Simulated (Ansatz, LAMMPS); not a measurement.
# 42In2O3-58Na2O (mol %) with crystalline order left by the classical run (100 atoms) under strain, part 3 of 3

Aim: relax 42In2O3-58Na2O (mol %) with crystalline order left by the classical run (100 atoms), then change its volume and shape to read moduli from the stress.

Ansatz 0.2.0; Kohn-Sham DFT, LDA, PAW (set soft_2), plane waves.

The cell: 22 In, 30 Na and 48 O. The quench rate of 20 K/ps is many orders above laboratory rates. The starting topology of bonds comes from the classical model. Only the Γ point is sampled.

So far. Step 8 (Volume +6 %): The relaxation converged after 6 steps, 0.454 eV below its start, with a largest force component of 0.013 eV/Å. Step 8 (Volume +6 %): Volume +6 %: the energy stands 1.14 eV above that of the reference, at a pressure of -4.64 GPa.

### 9. Volume -10 %

The relaxed cell is scaled to another volume.

Input file input.yaml:

```yaml
crystal:
  lattice:
    - [10.72513, -0.42963, 0.86612]
    - [-0.42963, 10.24795, 0.43069]
    - [0.86612, 0.43069, 9.93822]
  atoms:
    [... the 100 atom lines of step 4 ...]
kpoints:
  mp_grid: { grid: [1, 1, 1] }
hamiltonian:
  xc: lda
scf:
  occupations: { method: gaussian, width: 0.05 }
output:
  forces: true
  eigenvalues: true
  stress: true
relax:
  f_tol: 0.05
  max_steps: 70
```

The run is started by

```bash
$ ansatz run input.yaml --threads 4 --pin off --max-ram 8192MiB --backend cpu --events-out ev --progress --plain --runs-dir out
```

Numbers of over 12 decimals in the logs are rounded to 6 here.

The program printed:

```text
[...]
Crystal: 100 atoms, lattice volume = 1080.484 Å³
Basis set: ecut = 420 eV, 21115 PW (Γ)
Bands: 522, of which v1, the nominal top of the filled ones, is band 422 counted from 1 (421 counted from 0)
Symmetry: 1 space group operations
[...]
k-points: 1
[...]
SCF iter   1: F=—  HF=-190740.689039 eV  |F-HF|=—  |Δ(HF+E_count)|=         —  Δρ=1.93e-2  dr2=3.28e0  ethr=1.77e-3  ⟨swp⟩=6.0  Hψ=2227  notcnv=0  defer=22
[...]
SCF iter   6: F=—  HF=-190739.605109 eV  |F-HF|=—  |Δ(HF+E_count)|=   3.30e-4  Δρ=9.85e-5  dr2=1.10e-4  ethr=2.05e-7  ⟨swp⟩=2.0  Hψ=725  notcnv=0  defer=92
SCF iter   7: F=-190739.605070 eV  HF=-190739.605106 eV  |F-HF|=3.56e-5  |Δ(HF+E_count)|=   2.65e-6  Δρ=6.90e-5  dr2=4.50e-5  ethr=7.41e-9  ⟨swp⟩=9.0  Hψ=2735  notcnv=0
SCF 1 converged in 7 iterations: F = -190739.605070 eV  dr2 = 4.50e-5
[...]
relax step   1: F+E_penalty+E_count = -190739.60507031 eV  Δ(F+E_penalty+E_count) = +0.000e0 eV  max|allowed force component| = 1.104e0 eV/Å  Δτ_max = 0.0000 Å  (7 SCF iters, dr2 threshold 6.25e-5 eV, accepted)
[...]
relax step   2: F+E_penalty+E_count = -190740.74675622 eV  Δ(F+E_penalty+E_count) = -1.142e0 eV  max|allowed force component| = 4.114e-1 eV/Å  Δτ_max = 0.0746 Å  (6 SCF iters, dr2 threshold 7.62e-5 eV, accepted)
[...]
relax step   3: F+E_penalty+E_count = -190740.98054555 eV  Δ(F+E_penalty+E_count) = -2.338e-1 eV  max|allowed force component| = 1.879e-1 eV/Å  Δτ_max = 0.0443 Å  (7 SCF iters, dr2 threshold 1.06e-5 eV, accepted)
relax step   4: F+E_penalty+E_count = -190741.01358546 eV  Δ(F+E_penalty+E_count) = -3.304e-2 eV  max|allowed force component| = 1.449e-1 eV/Å  Δτ_max = 0.2000 Å  (8 SCF iters, dr2 threshold 4.90e-6 eV, accepted)
relax step   5: F+E_penalty+E_count = -190741.02843177 eV  Δ(F+E_penalty+E_count) = -1.485e-2 eV  max|allowed force component| = 1.963e-2 eV/Å  Δτ_max = 0.0914 Å  (7 SCF iters, dr2 threshold 4.38e-6 eV, accepted)
[...]
relax step   6: F+E_penalty+E_count = -190741.02843217 eV  Δ(F+E_penalty+E_count) = -3.990e-7 eV  max|allowed force component| = 1.967e-2 eV/Å  Δτ_max = 0.0000 Å  (3 SCF iters, accepted)
SCF converged after 3 iterations
Free energy (F): -190741.028432 eV
[...]
Internal energy: -190741.028432 eV  (E = F + TS)
E sigma→0 (E₀):  -190741.028432 eV
Fermi energy:    9.629094 eV
[...]
Σ components = -190741.028432   (vs F -190741.028432, Δ=0.00e0)
--- Forces (eV/Å), atoms counted from 1 ---
  atom   1  In    -0.00688574    -0.00757073    -0.00344971
  atom   2  In     0.00122728     0.00567280    -0.00400908
  atom   3  In    -0.00739809    -0.00576597    -0.00866093
  atom   4  In     0.00214030     0.00595668     0.00258853
[...]
atom 100  O      0.00033909     0.00080503    -0.00016641
  max |Σ_I F_I| component: 8.80e-5 eV/Å
--- Stress (GPa, compression-positive) ---
       14.160478      -0.783078       0.469764
       -0.783078      13.592724       0.652299
        0.469764       0.652299      12.833130
  P = ⅓ Tr σ = 13.5288 GPa (135.288 kbar)
--- Band table (eV) ---
[...]
--- Relaxed structure (6 steps of the walk, 6 accepted, 0 SCFs on fresh bases) ---
  F+E_penalty+E_count = -190741.02843217 eV   max|allowed force component| = 1.967e-2 eV/Å
  atoms:
    - { symbol: In, position: [0.321953, 0.329549, 0.084420] }
    - { symbol: In, position: [0.669189, 0.462434, 0.602410] }
    - { symbol: In, position: [0.915846, 0.774011, 0.316034] }
    - { symbol: In, position: [0.388732, 0.408356, 0.762401] }
[...]
- { symbol: O, position: [0.650177, 0.439733, 0.127314] }
```

Elapsed: 63 s, on 4 threads of Intel Xeon Platinum 8375C at 2.90GHz (Ice Lake), shared host; peak memory 1.7 GiB; 3.8 min of CPU time.

The relaxation converged after 6 steps, 1.42 eV below its start, with a largest force component of 0.020 eV/Å.

Volume -10 %: the energy stands 4.55 eV above that of the reference, at a pressure of 13.5 GPa.

### 10. Stretched by 1 % along x

The relaxed cell is strained along x alone, which gives the stiffness along x and its coupling to y and z.

input.yaml, the sections that differ from step 9:

```yaml
crystal:
  lattice:
    - [11.21957, -0.44499, 0.89708]
    - [-0.44944, 10.61425, 0.44608]
    - [0.90605, 0.44608, 10.29345]
  atoms:
    [... the 100 atom lines of step 4 ...]
# kpoints, hamiltonian, scf, output, relax: as in step 9
```

The program printed:

```text
[...]
Crystal: 100 atoms, lattice volume = 1212.541 Å³
Basis set: ecut = 420 eV, 23685 PW (Γ)
Bands: 522, of which v1, the nominal top of the filled ones, is band 422 counted from 1 (421 counted from 0)
Symmetry: 1 space group operations
[...]
k-points: 1
[...]
SCF iter   1: F=—  HF=-190746.613533 eV  |F-HF|=—  |Δ(HF+E_count)|=         —  Δρ=1.88e-2  dr2=3.62e0  ethr=1.77e-3  ⟨swp⟩=5.0  Hψ=1925  notcnv=0  defer=78
[...]
SCF iter   7: F=—  HF=-190745.488518 eV  |F-HF|=—  |Δ(HF+E_count)|=   1.23e-6  Δρ=7.71e-5  dr2=6.85e-5  ethr=1.55e-8  ⟨swp⟩=2.0  Hψ=725  notcnv=0  defer=92
SCF iter   8: F=-190745.488505 eV  HF=-190745.488507 eV  |F-HF|=1.23e-6  |Δ(HF+E_count)|=   1.20e-5  Δρ=1.52e-5  dr2=3.03e-6  ethr=7.41e-9  ⟨swp⟩=12.0  Hψ=2415  notcnv=0
SCF 1 converged in 8 iterations: F = -190745.488505 eV  dr2 = 3.03e-6
[...]
relax step   1: F+E_penalty+E_count = -190745.48850529 eV  Δ(F+E_penalty+E_count) = +0.000e0 eV  max|allowed force component| = 2.355e-1 eV/Å  Δτ_max = 0.0000 Å  (8 SCF iters, dr2 threshold 6.25e-5 eV, accepted)
[...]
relax step   2: F+E_penalty+E_count = -190745.50123649 eV  Δ(F+E_penalty+E_count) = -1.273e-2 eV  max|allowed force component| = 6.358e-2 eV/Å  Δτ_max = 0.0124 Å  (6 SCF iters, dr2 threshold 3.47e-6 eV, accepted)
[...]
relax step   3: F+E_penalty+E_count = -190745.50439486 eV  Δ(F+E_penalty+E_count) = -3.158e-3 eV  max|allowed force component| = 2.755e-2 eV/Å  Δτ_max = 0.0067 Å  (8 SCF iters, accepted)
SCF converged after 8 iterations
Free energy (F): -190745.504395 eV
[...]
Internal energy: -190745.504395 eV  (E = F + TS)
E sigma→0 (E₀):  -190745.504395 eV
Fermi energy:    7.875866 eV
[...]
Σ components = -190745.504395   (vs F -190745.504395, Δ=0.00e0)
--- Forces (eV/Å), atoms counted from 1 ---
  atom   1  In    -0.00206547     0.01235580     0.00069205
  atom   2  In    -0.00491488     0.01689070     0.00007027
  atom   3  In     0.00988251     0.01360497    -0.00334282
  atom   4  In    -0.00642264    -0.00412590     0.00599429
[...]
atom 100  O      0.00038875    -0.00117545     0.00546818
  max |Σ_I F_I| component: 4.72e-5 eV/Å
--- Stress (GPa, compression-positive) ---
       -1.816324       0.007069      -0.046729
        0.007069      -0.603506      -0.025448
       -0.046729      -0.025448      -0.582864
  P = ⅓ Tr σ = -1.0009 GPa (-10.009 kbar)
--- Band table (eV) ---
[...]
--- Relaxed structure (3 steps of the walk, 3 accepted, 0 SCFs on fresh bases) ---
  F+E_penalty+E_count = -190745.50439486 eV   max|allowed force component| = 2.755e-2 eV/Å
  atoms:
    - { symbol: In, position: [0.323277, 0.330099, 0.086672] }
    - { symbol: In, position: [0.666892, 0.464059, 0.601615] }
    - { symbol: In, position: [0.918040, 0.777254, 0.313246] }
    - { symbol: In, position: [0.388800, 0.409457, 0.762661] }
[...]
- { symbol: O, position: [0.648090, 0.439586, 0.134654] }
```

The job ended after 37 s (4 threads; peak memory 1.9 GiB).

The relaxation converged after 3 steps, 0.0159 eV below its start, with a largest force component of 0.028 eV/Å.

Stretched by 1 % along x: the energy stands 0.0767 eV above that of the reference, at a pressure of -1.00 GPa.

### 11. Compressed by 1 % along x

The relaxed cell is strained along x alone, which gives the stiffness along x and its coupling to y and z.

input.yaml, the sections that differ from step 10:

```yaml
crystal:
  lattice:
    - [10.99741, -0.44499, 0.89708]
    - [-0.44054, 10.61425, 0.44608]
    - [0.88811, 0.44608, 10.29345]
  atoms:
    [... the 100 atom lines of step 4 ...]
# kpoints, hamiltonian, scf, output, relax: as in step 10
```

The program printed:

```text
[...]
Crystal: 100 atoms, lattice volume = 1188.532 Å³
Basis set: ecut = 420 eV, 23241 PW (Γ)
Bands: 522, of which v1, the nominal top of the filled ones, is band 422 counted from 1 (421 counted from 0)
Symmetry: 1 space group operations
[...]
k-points: 1
[...]
SCF iter   1: F=—  HF=-190746.605873 eV  |F-HF|=—  |Δ(HF+E_count)|=         —  Δρ=1.88e-2  dr2=3.55e0  ethr=1.77e-3  ⟨swp⟩=5.0  Hψ=2040  notcnv=0  defer=82
[...]
SCF iter   7: F=—  HF=-190745.489819 eV  |F-HF|=—  |Δ(HF+E_count)|=   1.41e-6  Δρ=7.69e-5  dr2=6.56e-5  ethr=1.48e-8  ⟨swp⟩=2.0  Hψ=724  notcnv=0  defer=92
SCF iter   8: F=-190745.489806 eV  HF=-190745.489808 eV  |F-HF|=1.15e-6  |Δ(HF+E_count)|=   1.17e-5  Δρ=1.49e-5  dr2=2.74e-6  ethr=7.41e-9  ⟨swp⟩=10.0  Hψ=2359  notcnv=0
SCF 1 converged in 8 iterations: F = -190745.489806 eV  dr2 = 2.74e-6
[...]
relax step   1: F+E_penalty+E_count = -190745.48980639 eV  Δ(F+E_penalty+E_count) = +0.000e0 eV  max|allowed force component| = 2.643e-1 eV/Å  Δτ_max = 0.0000 Å  (8 SCF iters, dr2 threshold 6.25e-5 eV, accepted)
[...]
relax step   2: F+E_penalty+E_count = -190745.50353777 eV  Δ(F+E_penalty+E_count) = -1.373e-2 eV  max|allowed force component| = 7.509e-2 eV/Å  Δτ_max = 0.0122 Å  (6 SCF iters, dr2 threshold 4.36e-6 eV, accepted)
[...]
relax step   3: F+E_penalty+E_count = -190745.50673020 eV  Δ(F+E_penalty+E_count) = -3.192e-3 eV  max|allowed force component| = 2.547e-2 eV/Å  Δτ_max = 0.0065 Å  (8 SCF iters, accepted)
SCF converged after 8 iterations
Free energy (F): -190745.506730 eV
[...]
Internal energy: -190745.506730 eV  (E = F + TS)
E sigma→0 (E₀):  -190745.506730 eV
Fermi energy:    8.172033 eV
[...]
Σ components = -190745.506730   (vs F -190745.506730, Δ=0.00e0)
--- Forces (eV/Å), atoms counted from 1 ---
  atom   1  In     0.00253761    -0.01349306    -0.00047255
  atom   2  In     0.00290253    -0.01402194    -0.00021276
  atom   3  In    -0.01148958    -0.01178713     0.00191376
  atom   4  In     0.00610405     0.00427696    -0.00580144
[...]
atom 100  O     -0.00039737     0.00102803    -0.00553653
  max |Σ_I F_I| component: 7.26e-5 eV/Å
--- Stress (GPa, compression-positive) ---
        1.907005      -0.048364       0.040733
       -0.048364       0.651536       0.030851
        0.040733       0.030851       0.627109
  P = ⅓ Tr σ = 1.0619 GPa (10.619 kbar)
--- Band table (eV) ---
[...]
--- Relaxed structure (3 steps of the walk, 3 accepted, 0 SCFs on fresh bases) ---
  F+E_penalty+E_count = -190745.50673020 eV   max|allowed force component| = 2.547e-2 eV/Å
  atoms:
    - { symbol: In, position: [0.323235, 0.329937, 0.086098] }
    - { symbol: In, position: [0.667963, 0.463754, 0.601013] }
    - { symbol: In, position: [0.917762, 0.777072, 0.314039] }
    - { symbol: In, position: [0.388385, 0.408967, 0.762703] }
[...]
- { symbol: O, position: [0.648844, 0.439644, 0.134159] }
```

It took 39 s on 4 threads; peak memory 1.8 GiB.

The relaxation converged after 3 steps, 0.0169 eV below its start, with a largest force component of 0.025 eV/Å.

Compressed by 1 % along x: the energy stands 0.0744 eV above that of the reference, at a pressure of 1.06 GPa.

### 12. Sheared by 2 % in xy

A shear of the relaxed cell gives the modulus that volume changes can't reach.

input.yaml, the sections that differ from step 11:

```yaml
crystal:
  lattice:
    - [11.10404, -0.33391, 0.89708]
    - [-0.33885, 10.6098, 0.44608]
    - [0.90154, 0.45505, 10.29345]
  atoms:
    [... the 100 atom lines of step 4 ...]
# kpoints, hamiltonian, scf, output, relax: as in step 11
```

The program printed:

```text
[...]
Crystal: 100 atoms, lattice volume = 1200.416 Å³
Basis set: ecut = 420 eV, 23499 PW (Γ)
Bands: 522, of which v1, the nominal top of the filled ones, is band 422 counted from 1 (421 counted from 0)
Symmetry: 1 space group operations
[...]
k-points: 1
[...]
SCF iter   1: F=—  HF=-190746.581249 eV  |F-HF|=—  |Δ(HF+E_count)|=         —  Δρ=1.88e-2  dr2=3.58e0  ethr=1.77e-3  ⟨swp⟩=5.0  Hψ=2042  notcnv=0  defer=81
[...]
SCF iter   8: F=-190745.460616 eV  HF=-190745.460617 eV  |F-HF|=1.25e-6  |Δ(HF+E_count)|=   1.21e-5  Δρ=1.53e-5  dr2=2.94e-6  ethr=7.41e-9  ⟨swp⟩=10.0  Hψ=2369  notcnv=0
SCF 1 converged in 8 iterations: F = -190745.460616 eV  dr2 = 2.94e-6
[...]
relax step   1: F+E_penalty+E_count = -190745.46061622 eV  Δ(F+E_penalty+E_count) = +0.000e0 eV  max|allowed force component| = 1.950e-1 eV/Å  Δτ_max = 0.0000 Å  (8 SCF iters, dr2 threshold 6.25e-5 eV, accepted)
[...]
relax step   2: F+E_penalty+E_count = -190745.48520172 eV  Δ(F+E_penalty+E_count) = -2.459e-2 eV  max|allowed force component| = 6.564e-2 eV/Å  Δτ_max = 0.0122 Å  (8 SCF iters, accepted)
[...]
relax step   3: F+E_penalty+E_count = -190745.49409119 eV  Δ(F+E_penalty+E_count) = -8.889e-3 eV  max|allowed force component| = 4.031e-2 eV/Å  Δτ_max = 0.0114 Å  (8 SCF iters, accepted)
SCF converged after 8 iterations
Free energy (F): -190745.494091 eV
[...]
Internal energy: -190745.494091 eV  (E = F + TS)
E sigma→0 (E₀):  -190745.494091 eV
Fermi energy:    8.013642 eV
[...]
--- Forces (eV/Å), atoms counted from 1 ---
  atom   1  In     0.00186867    -0.01499642     0.00876656
  atom   2  In     0.01064698     0.00122621     0.00730783
  atom   3  In     0.00869199     0.00371157    -0.00340927
  atom   4  In     0.00285337     0.00173249    -0.01411391
  atom   5  In     0.00241239     0.01100166    -0.00549637
  atom   6  In     0.00549078    -0.00086441    -0.00282818
  atom   7  In     0.00515706    -0.01971105     0.00817472
  atom   8  In     0.00103236     0.00747809    -0.00857293
  atom   9  In     0.00235500    -0.00779290     0.01554626
  atom  10  In    -0.01632676     0.00870456    -0.00367240
  atom  11  In     0.00436044     0.00812444     0.00091371
  atom  12  In    -0.00616260    -0.00185421     0.00434373
  atom  13  In    -0.00508854    -0.00259261     0.01397699
  atom  14  In     0.00185317    -0.00257985     0.00358238
[...]
atom  99  O     -0.00073227    -0.01114317     0.01803001
  atom 100  O     -0.00258722    -0.00239035    -0.01853139
  max |Σ_I F_I| component: 2.62e-5 eV/Å
--- Stress (GPa, compression-positive) ---
        0.095896      -1.215675      -0.054129
       -1.215675       0.086250      -0.086200
       -0.054129      -0.086200       0.181072
  P = ⅓ Tr σ = 0.1211 GPa (1.211 kbar)
--- Band table (eV) ---
[...]
--- Relaxed structure (3 steps of the walk, 3 accepted, 0 SCFs on fresh bases) ---
  F+E_penalty+E_count = -190745.49409119 eV   max|allowed force component| = 4.031e-2 eV/Å
  atoms:
    - { symbol: In, position: [0.323377, 0.330518, 0.085664] }
    - { symbol: In, position: [0.667722, 0.463811, 0.600789] }
    - { symbol: In, position: [0.917301, 0.777160, 0.313152] }
    - { symbol: In, position: [0.388740, 0.408776, 0.762566] }
[...]
- { symbol: O, position: [0.648437, 0.438717, 0.134532] }
```

It took 38 s on 4 threads; peak memory 1.9 GiB; 2.3 min of CPU time.

The relaxation converged after 3 steps, 0.0335 eV below its start, with a largest force component of 0.040 eV/Å.

Sheared by 2 % in xy: the energy stands 0.0870 eV above that of the reference, at a pressure of 0.121 GPa.

### 13. Pressure against volume

Atoms are relaxed at each volume, in the scaled cell.

```
volume change (%)  volume (Å³/atom)  energy change (meV/atom)  pressure (GPa)  largest move on relaxing (Å)  bonds  gap (eV)
              -10            10.805                     45.53           13.53                          0.16    295                1.61
               -6            11.285                     15.04            7.10                          0.10    294                1.50
               -3            11.645                      3.50            3.18                          0.05    293                1.41
               +0            12.005                      0.00            0.00                             -    293                1.30
               +3            12.366                      3.24           -2.63                          0.04    293                1.20
               +6            12.726                     11.35           -4.64                          0.15    292                1.07
```

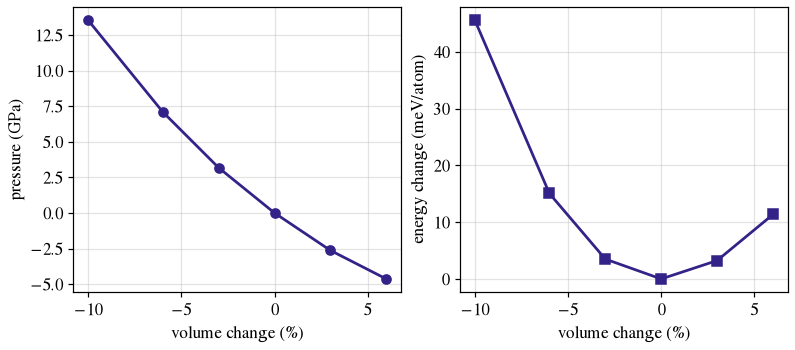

Pressure and energy against volume.

### 14. Uniaxial strain and shear

Stress (GPa, compression positive) less that of the relaxed cell, atoms relaxed:

```
                   strain      xx      yy      zz      xy  energy change (meV/atom)
 stretched by 1 % along x  -1.816  -0.601  -0.582   0.007                      0.77
compressed by 1 % along x   1.907   0.654   0.628  -0.048                      0.74
     sheared by 2 % in xy   0.096   0.088   0.182  -1.216                      0.87
```

### 15. Outcome

The bulk modulus, from the slope of pressure against ln V over the three points nearest the relaxed volume, is 96.8 GPa; a quadratic over all points gives a pressure derivative of about 6.3. The count of bonds runs from 292 to 295 over the series, so at some points contacts cross the cutoffs. The gap goes from 1.61 eV at the smallest volume to 1.07 eV at the largest, -3.3 eV per unit of ln V by a straight line, on the run's k-points. In the Cartesian axes of the cell, finite differences give C11 = 186, C12 = 62.8, C13 = 60.5 and C66 = 60.8 GPa (the shear of 2 % is the engineering strain, εxy = 0.01). The mean of C11, C12 and C13, which equals the bulk modulus in a cubic or isotropic solid, is 103 GPa: it agrees with the bulk modulus within 10 %. For an isotropic solid C66 would equal (C11 − C12)/2 = 61.7 GPa; so small a sample needn't be isotropic, and C66 rests on one shear. With the bulk modulus and C66 as K and G, Young's modulus would be about 151 GPa and Poisson's ratio 0.24.

**Limits.** Strains are finite and relaxations stop at the force tolerance of the input, which can leave moduli too stiff; they are those of a static cell at zero temperature. Volumes are changed with the cell's shape held, so in an anisotropic solid the modulus lies over the one under free hydrostatic load. The program notes that the SCF threshold of the relaxations is loose for the stress.

The DFT runs together took 12 min of wall time.

[Logs are printed without paths, hosts, clocks, repeated set-up lines and the standing remarks that a program may print on its own settings, such as how far it seeks lower states.]

[Hosts, paths, dates, database ids (printed as entryN), source tags and the programs' standing remarks are cut or masked in the printed files.]
